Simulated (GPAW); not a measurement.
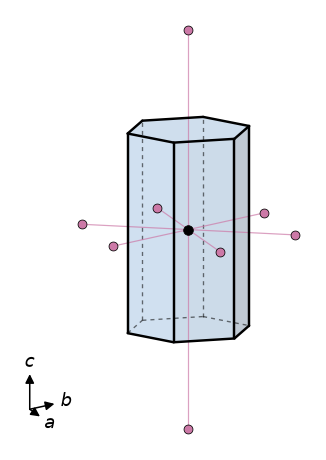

For Zn, an entry of the Crystallography Open Database, as set up for an electronic-structure calculation: the Wigner–Seitz cell of the crystal's lattice, with lines to the lattice points that define its faces. The drawing is computed from the coordinates (standard cell, symmetry found to 0.002 Å).

a = 2.670 Å, b = 2.670 Å, c = 4.966 Å, α = 90.00°, β = 90.00°, γ = 120.00°; space group No. 194, P6₃/mmc.

Q: Describe the polyhedron.

A: A hexagonal prism: 8 faces (6 with 4 edges, 2 with 6 edges), 18 edges, 12 vertices. Its volume is that of the primitive cell, 30.7 Å³.

Q: Which lattice vectors do the faces bisect?

A:
| example | length (Å) | faces | edges of each | area (Å²) |
| --- | --- | --- | --- | --- |
| a + b | 2.67 | 6 | 4 | 7.7 |
| c | 4.97 | 2 | 6 | 6.2 |
